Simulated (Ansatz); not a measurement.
# Single-point calculation of Mo (part 1 of 2)

Mo (slab, 18 atoms in the cell), computed with DFT PBE, scalar-relativistic, plane waves, PAW, no spin polarisation (Ansatz 0.2.0).

The structure derives from an entry of the Crystallography Open Database. It belongs to a series of runs on one base structure; here: the film alone at its places in the stack. Figures and captions count atoms from 1; the log counts them from 0 in places.

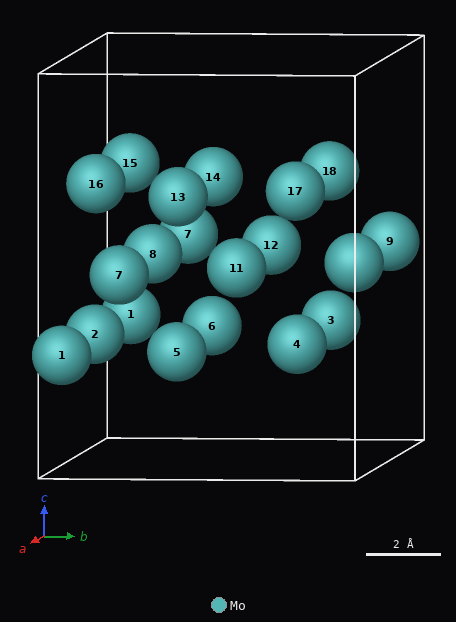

The structure (spheres-only view of the cell of the calculation, with the vacuum cut short, seen slightly off an axis; atoms are numbered from 1 in the order of the input). An atom can appear more than once, as a periodic image.

Input file
```yaml
crystal:
  lattice:
    - [5.469762429, 0.0, 0.0]
    - [-2.7348812145, 8.2046436436, 0.0]
    - [0.0, 0.0, 28.9273227248]
  atoms:
    - { symbol: Mo, position: [0.0441697224, 0.0841840954, 0.5719689852] }
    - { symbol: Mo, position: [0.5542571955, 0.081868687, 0.573071496] }
    - { symbol: Mo, position: [0.2055463738, 0.7507232089, 0.5742165685] }
    - { symbol: Mo, position: [0.6958639247, 0.7511997351, 0.5703147318] }
    - { symbol: Mo, position: [0.8947562185, 0.4149243351, 0.5701266204] }
    - { symbol: Mo, position: [0.386808642, 0.4151033934, 0.5753924029] }
    - { symbol: Mo, position: [0.9672418508, 0.2491634424, 0.6469431294] }
    - { symbol: Mo, position: [0.4692453124, 0.2455516655, 0.6477162708] }
    - { symbol: Mo, position: [0.1253918887, 0.9189992815, 0.6475109163] }
    - { symbol: Mo, position: [0.628268977, 0.9162455553, 0.6468394459] }
    - { symbol: Mo, position: [0.7969966592, 0.5822748764, 0.6476430864] }
    - { symbol: Mo, position: [0.296443922, 0.5829964525, 0.6500174847] }
    - { symbol: Mo, position: [0.8769967922, 0.4152264546, 0.7193042678] }
    - { symbol: Mo, position: [0.3767499596, 0.4169458801, 0.7189552443] }
    - { symbol: Mo, position: [0.0473253815, 0.082358218, 0.7184724972] }
    - { symbol: Mo, position: [0.547402348, 0.0840575967, 0.7182984486] }
    - { symbol: Mo, position: [0.7170328506, 0.7505348784, 0.7190910985] }
    - { symbol: Mo, position: [0.2153927013, 0.7487416186, 0.7187359322] }
basis:
  ecutwfc: 420
kpoints:
  mp_grid: { grid: [7, 5, 1] }
hamiltonian:
  xc: pbe
scf:
  occupations: { method: gaussian, width: 0.1 }
output:
  forces: true
  stress: true
  eigenvalues: true
  write_density: true
  write_potential: true
  elf: true
  volumetric_format: npy
efield:
  axis: 3
  dipole_correction: true
  ramp_width: 0.04
```

Machine: 8 threads of Intel Xeon @ 2.50GHz (Skylake/Cascade Lake), 189 GiB of memory available, shared host.

Command:
```bash
ansatz run input.yaml --threads 8 --pin off --max-ram 20480MiB --backend cpu --events-out ev --progress --plain --runs-dir out
```

What the program printed
```
Engine: ansatz 0.2.0, x86_64-unknown-linux-gnu
Pseudopotentials: kind: paw
Pseudopotential: Mo, paw, valence charge 14, recommended cutoff 420 eV (normal), Mo.paw.azcp
Functional definition: PBE
  parameter kappa = 0.804
  parameter beta = 0.06672455060314922
  exchange = pbe_x(kappa = kappa, mu = beta*pi^2/3)
  correlation = pbe_c(beta = beta)
Crystal: 18 atoms, lattice volume = 1298.185 Å³
Basis set: ecut = 420 eV, 25379 PW (Γ), exchange–correlation on 80×120×400 points (8 copies of the dense FFT grid, shifted against one another)
Bands: 152, of which v1, the nominal top of the filled ones, is band 126 counted from 1 (125 counted from 0)
Symmetry: 1 space group operations
Space group: P1 (ITA 1), of the structure as read, at distance tolerance 1.1e-4 Å
k-points: 18 of 35 (time reversal used)
Non-local potential: Mo, projectors of the file, l = 0: 3, l = 1: 2, l = 2: 2, l = 3: 1
PAW form: soft (Blöchl's): semilocal exchange-correlation on the pseudo side does not see the compensation charge
PAW one-centre angular grid: Mo, 590 points (default); XC on 64 Gauss nodes
Initial density: superposition of atomic densities (neutral atoms: chi_scale 0, normalization atom), corrected by the library's trained network
Initial wavefunctions: pseudopotential atomic-orbital guess
Functional: x = pbe(κ = 0.804, μ = 0.2195149727645171), c = pbe(β = 0.06672455060314922)
SCF iter   1: F=—  HF=-89190.993401 eV  |F-HF|=—  |Δ(HF+E_count)|=         —  Δρ=4.49e-3  dr2=6.38e-1  ethr=1.77e-3  p=0.038 e·Å  D=5.23e-3 V/Å  ΔV_dip=-0.15 eV  dr2_dipole=8.34e-4  V_vac-E_F(+/−)=4.75/4.90 eV  ⟨swp⟩=9.9  Hψ=14000  notcnv=0
efield: sawtooth ramp at fractional position 0.1247 (placed from the atoms, in the widest stretch of the axis that holds none; the zero of the levels goes with the place), width 0.0400; the density the first Hamiltonian is built on has a dipole p = 0.038 e·Å; the dipole correction subtracts the counter field D = 5.23e-3 V/Å, which shifts the + side's vacuum level by -0.15 eV against the − side's; the planar-averaged density in the ramp window peaks in size at 6.1e-7 e/Å³
preconditioner: auto → LDOS  [metal: Δε(μ)=0.013 eV  Ē_g=3.491 eV  σ=0.100 eV  W_gap=0.07  n_scr=182 (ndim 8)  ℏωp=10.7 eV  f_vac=0.701  D(μ)=20.45/eV (n_scr^D=118)  β→1.0]
SCF iter   2: F=—  HF=-89190.979432 eV  |F-HF|=—  |Δ(HF+E_count)|=   1.40e-2  Δρ=2.73e-3  dr2=2.90e-1  ethr=2.53e-4  p=0.038 e·Å  D=5.29e-3 V/Å  ΔV_dip=-0.15 eV  dr2_dipole=1.97e-3  V_vac-E_F(+/−)=4.57/4.72 eV  ⟨swp⟩=2.0  Hψ=4045  notcnv=0  defer=193
SCF iter   3: F=—  HF=-89190.955403 eV  |F-HF|=—  |Δ(HF+E_count)|=   2.40e-2  Δρ=4.06e-4  dr2=5.87e-3  ethr=1.15e-4  p=0.036 e·Å  D=4.96e-3 V/Å  ΔV_dip=-0.14 eV  dr2_dipole=6.37e-6  V_vac-E_F(+/−)=4.59/4.74 eV  ⟨swp⟩=2.0  Hψ=3400  notcnv=0  defer=193
SCF iter   4: F=—  HF=-89190.955697 eV  |F-HF|=—  |Δ(HF+E_count)|=   2.94e-4  Δρ=1.57e-4  dr2=4.92e-4  ethr=2.33e-6  p=0.035 e·Å  D=4.84e-3 V/Å  ΔV_dip=-0.14 eV  dr2_dipole=2.28e-6  V_vac-E_F(+/−)=4.58/4.72 eV  ⟨swp⟩=3.0  Hψ=3868  notcnv=0  defer=193
SCF iter   5: F=—  HF=-89190.955724 eV  |F-HF|=—  |Δ(HF+E_count)|=   2.75e-5  Δρ=4.18e-5  dr2=3.84e-5  ethr=1.95e-7  p=0.034 e·Å  D=4.79e-3 V/Å  ΔV_dip=-0.14 eV  dr2_dipole=6.29e-7  V_vac-E_F(+/−)=4.58/4.72 eV  ⟨swp⟩=2.1  Hψ=3465  notcnv=0  defer=193
SCF iter   6: F=—  HF=-89190.954347 eV  |F-HF|=—  |Δ(HF+E_count)|=   1.38e-3  Δρ=2.13e-5  dr2=1.04e-5  ethr=1.52e-8  p=0.034 e·Å  D=4.76e-3 V/Å  ΔV_dip=-0.14 eV  dr2_dipole=3.48e-9  V_vac-E_F(+/−)=4.58/4.72 eV  ⟨swp⟩=3.6  Hψ=4990  notcnv=0  defer=17
SCF iter   7: F=—  HF=-89190.954351 eV  |F-HF|=—  |Δ(HF+E_count)|=   3.45e-6  Δρ=4.34e-6  dr2=3.41e-7  ethr=4.13e-9  p=0.034 e·Å  D=4.74e-3 V/Å  ΔV_dip=-0.14 eV  dr2_dipole=1.11e-8  V_vac-E_F(+/−)=4.58/4.71 eV  ⟨swp⟩=2.0  Hψ=3444  notcnv=0  defer=17
SCF iter   8: F=-89190.954351 eV  HF=-89190.954351 eV  |F-HF|=3.85e-8  |Δ(HF+E_count)|=   3.44e-7  Δρ=1.76e-6  dr2=8.79e-8  ethr=3.97e-11  p=0.034 e·Å  D=4.74e-3 V/Å  ΔV_dip=-0.14 eV  dr2_dipole=8.34e-10  V_vac-E_F(+/−)=4.58/4.71 eV  ⟨swp⟩=24.0  Hψ=24315  notcnv=0
SCF 1 converged in 8 iterations: F = -89190.954351 eV  dr2 = 8.79e-8
  greatest PAW one-centre occupation: 0.998 electrons in one spin orbital (limit 2), on the Mo atom at site 15 (counted from 0), in its partial waves of l = 0
```

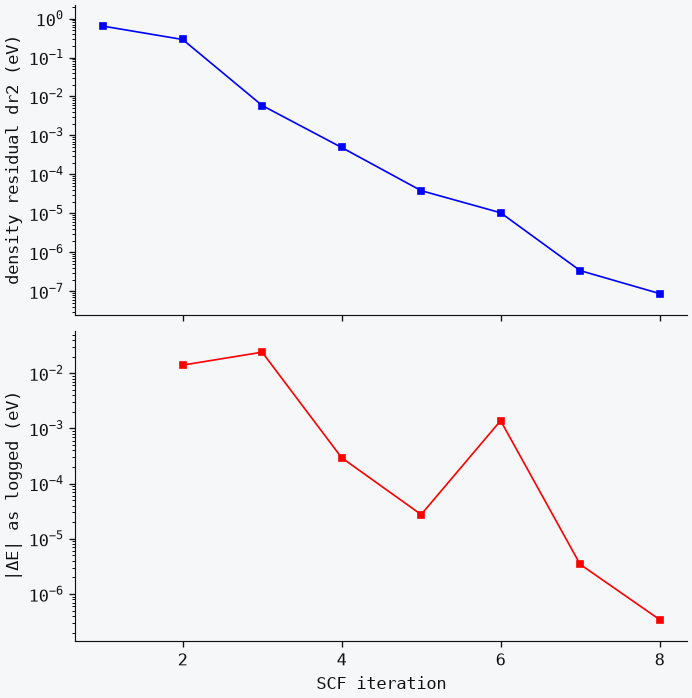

Convergence of the self-consistent field: density residual dr2 and size of the energy change against the SCF iteration. The residual falls at every step.

```
WARN: The input density's exchange-correlation potential varies sharply where the density is thin. Do not read a vacuum level from v_tot or v_xc, or from such a field of the output density. On a cell that repeats whose density bears no net charge and no dipole along the vacuum's axis use v_es (v_loc + v_h of the components); under efield.dipole_correction with no amplitude use v_es + v_field, which holds any external_charges[].barrier, or the levels of the report's work_function block, which leave it out; under a non-zero efield.amplitude the vacuum is tilted and has no level; on a cell that repeats and bears such a dipole with no correction it is tilted too, and efield.dipole_correction with no amplitude gives each side of its ramp a level where efield: is served; in a cell that repeats whose density bears a net charge (total_charge, or a fill off its count) it is curved and has none; of a slab under crystal.periodic whose density bears no net charge use v_es, which has a level on each side, short of where the two are joined; of another it falls or rises all the way out and has none; of a slab beside external_charges read slab_vacuum_level instead, which it has where they leave it neutral. The grid or the basis barely resolves most such structure, and the values can differ between equally converged runs; as a rule a tighter scf.convergence.dr2_threshold does not remove it. Where the density itself ripples (under the LDA too) a higher basis.ecutwfc lessens it. The files hold the spikes' plane waves up to the density's cutoff. Files: v_tot and the like, and their columns of v_z.tsv (output.write_potential); v_xc and the like, and their columns of v_comp_z.tsv (output.write_potential_components); where files of the output density stand in their place, no point of their own thin density is over the threshold below, and this is of outcome.potential() and, of a run that writes arrays (npy), the arrays of these names. Measured: with its Gaussian average of σ = 0.25 Å subtracted twice, the exchange-correlation potential is over 0.1 eV at 2 of the grid points where the equally averaged density (valence and model cores) is under 1e-3 e/Å³, and 0.125 eV at the most among them, at an averaged density of 7.8e-8 e/Å³. See output.write_potential in the manual, Limitations
SCF converged after 8 iterations
Free energy (F): -89190.954351 eV
Harris-Foulkes:  -89190.954351 eV  (|F-HF|=3.85e-8)
Internal energy: -89190.850648 eV  (E = F + TS)
E sigma→0 (E₀):  -89190.902500 eV
Entropy (-TS):   -0.103703 eV (-5.761 meV/atom)
Fermi energy:    1.001080 eV
Dipole field:    D = 0.004754 V/Å  (p = 0.034106 e·Å, saw-weighted, corrected)
Work function:   Φ+ = 4.5766 eV   Φ− = 4.7142 eV
Levels:          The Fermi level and band energies are counted from a zero that moves with the ramp; work functions are not
--- Per-component energies (eV) ---
  E_band       = -5979.911089
  E_kinetic    = 7886.292447
  E_local      = -397418.428700  (includes V_loc(G=0)·N_el)
  E_nonlocal   = 2582.361237
  E_hartree    = 193821.718554
  E_xc         = -3272.792454
  E_vxc        = -4081.202014  (∫ρ·V_xc dr)
  E_paw        = -57623.550065  (= ΣΔE_a)
  E_vpaw       = -2592.262706  (= ΣTr[D̂ρ^β])
  E_aug_tail   = 0.000777  (compensation charges beyond the density's cutoff)
  E_efield     = 0.000081  (sawtooth field / dipole correction)
  E_vefield    = -0.057096  (∫n·V_field dr)
  E_ewald      = 164833.547475
  E_smearing   = -0.103703  (= −TS)
  E_closure    = -0.000000  (closes the sum)
  Σ components = -89190.954351   (vs F -89190.954351, Δ=0.00e0)
--- Forces (eV/Å), atoms counted from 1 ---
  atom   1  Mo     0.04896902    -0.22111785     0.54944343
  atom   2  Mo    -0.11663746     0.22469180     0.29727074
  atom   3  Mo     0.12257403    -0.08910331     0.14975924
  atom   4  Mo     0.25168605    -0.13122869     1.00779901
  atom   5  Mo    -0.19008700     0.15274839     1.04777233
  atom   6  Mo    -0.10153002     0.05336937    -0.08893828
  atom   7  Mo    -0.07054137     0.00884831    -0.39574965
  atom   8  Mo    -0.19730022     0.27284692    -0.65146008
  atom   9  Mo     0.15939839    -0.22844581    -0.69727885
  atom  10  Mo     0.05420340    -0.04039692    -0.42289010
  atom  11  Mo    -0.00897318     0.02749933    -0.41057521
  atom  12  Mo     0.00286072     0.00174073    -1.18056141
  atom  13  Mo    -0.02232675     0.06775287     0.02321841
  atom  14  Mo     0.17123343    -0.05687384     0.16137382
  atom  15  Mo    -0.07364064     0.07074558     0.14741677
  atom  16  Mo     0.08324883    -0.09057159     0.21479102
  atom  17  Mo     0.04804124    -0.09530398     0.05146879
  atom  18  Mo    -0.16118154     0.07279933     0.19701866
  max |Σ_I F_I| component: 1.21e-4 eV/Å
--- Stress (GPa, compression-positive) ---
       -3.584693       0.241130       0.006526
        0.241130      -5.500503      -0.004182
        0.006526      -0.004182      -0.618112
  P = ⅓ Tr σ = -3.2344 GPa (-32.344 kbar)
--- Band table (eV; the first three rows and the last of 18) ---
```
